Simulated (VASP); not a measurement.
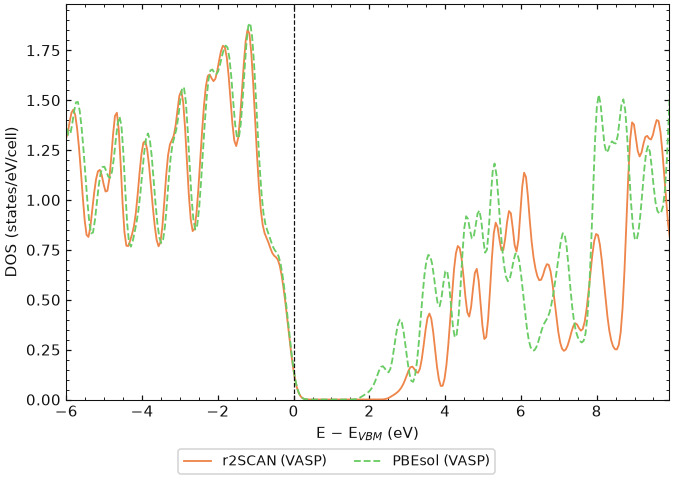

Total densities of states of SiO$_{2}$, space group Fm-3m (No. 225), 3 atoms in the cell, fluorite type, by two methods on the same cell. The curves are built from the levels of the k mesh with Gaussians 0.3 eV wide, which also blur the band edges. Each is counted from its own valence-band top.

Q: What changes from one method to the other?

A: r2SCAN (VASP) gives a gap of 2.68 eV and PBEsol (VASP) gives a gap of 1.90 eV.

Settings. r2SCAN (VASP): DFT, r2SCAN, plane waves, PAW, 10×10×10 k mesh, 520 eV cutoff (VASP). PBEsol (VASP): DFT, PBEsol, plane waves, PAW, 10×10×10 k mesh, 520 eV cutoff, Gaussian smearing of 0.01 eV (VASP).
